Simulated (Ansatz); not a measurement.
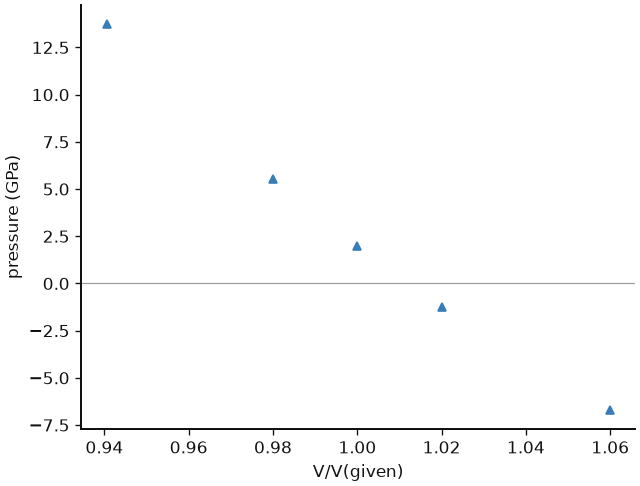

The picture above shows the pressure against V/V(given) for AlNi, space group Pm-3m (No. 221).

Starting cell:
```cif
data_structure
_symmetry_space_group_name_H-M 'P 1'
_symmetry_Int_Tables_number 1
_cell_length_a 2.8810
_cell_length_b 2.8810
_cell_length_c 2.8810
_cell_angle_alpha 90.000
_cell_angle_beta 90.000
_cell_angle_gamma 90.000
_cell_volume 23.91
loop_
_atom_site_label
_atom_site_type_symbol
_atom_site_fract_x
_atom_site_fract_y
_atom_site_fract_z
_atom_site_occupancy
Al1 Al 0.00000 0.00000 0.00000 1
Ni1 Ni 0.50000 0.50000 0.50000 1
```

Computed with Ansatz 0.2.0: periodic Kohn-Sham DFT of a crystal at fixed atoms, scaled to the stated factor times the given cell; pressure positive in compression. Level: PBE, collinear spin. The state reached is without moments.

- method: frozen-core PAW
- relativity: scalar
- k mesh: 13×13×13
- occupations: Fermi–Dirac
- smearing width: 0.05 eV
- wave cutoff: 420 eV
- PAW set: soft_2

V(given) is 11.96 Å³/atom.

What does the pressure do across the range?

It falls from 13.7 GPa at V/V(given) 0.941 to −6.7 GPa at 1.060, and changes sign near 1.012.

What does the calculation give for the volume at zero pressure from a fit of the pressures?

12.1 Å³/atom.

Caveats: run without spin, though Ni often carries a moment.
